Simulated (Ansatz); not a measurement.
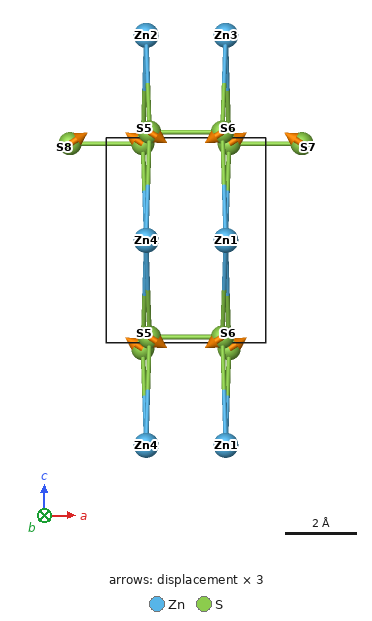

A relaxation of a crystal of ZnS (a generated structure, set up in Pmmn) (coarse preliminary run). The starting structure is drawn; orange arrows show the displacements (the part carried along by the change of the cell is left out), 3 times their true length.

Style: ball-and-stick. Shown: the cell of the calculation, along the b axis.

Computed with Ansatz, DFT PBE, scalar-relativistic, plane waves, PAW. (plane-wave cutoff 420 eV; k-point mesh 4 × 2 × 4; occupations gaussian; smearing width 0.1 eV; no spin polarisation; cell and atoms relaxed; force threshold 0.04 eV/Å; at most 70 steps)

**Atoms of which element are displaced furthest, and by how much?**

Sulfur: up to 0.20 Å, against 0.00 Å for zinc.

**Describe the change and its energy.**

The largest moves relative to the cell, 0.20 Å, are those of S5, S6, S7 and S8. S8 goes along [1 0 1]. Zn stays in place. The volume changes by −21.2 %, with a 4.514 → 5.301 Å (+17.4 %), b 7.504 → 7.641 Å (+1.8 %), c 5.813 → 3.828 Å (−34.1 %). Some distances before and after: Zn1–S6 3.600 → 2.721 Å, S5–S6 2.448 → 3.209 Å, Zn1–S6 (another image) 3.323 → 2.716 Å, Zn1–Zn4 2.257 → 2.651 Å. The space group (tolerance 0.01 Å) goes from Pmmn (No. 59) to Cmmm (No. 65). After 9 accepted moves (11 points after the start) the energy has fallen by 468 meV per atom. The largest force component goes from 1.7 to 0.0043 eV/Å. The pressure goes from 1.63 to −0.04 GPa. The SCF was repeated twice at an unchanged geometry on a basis and grid sized afresh for the cell, which shifted the energy by 1.4 meV per atom at most.

Limits of the set-up: the k-point mesh is coarse for a cell with partly filled bands.
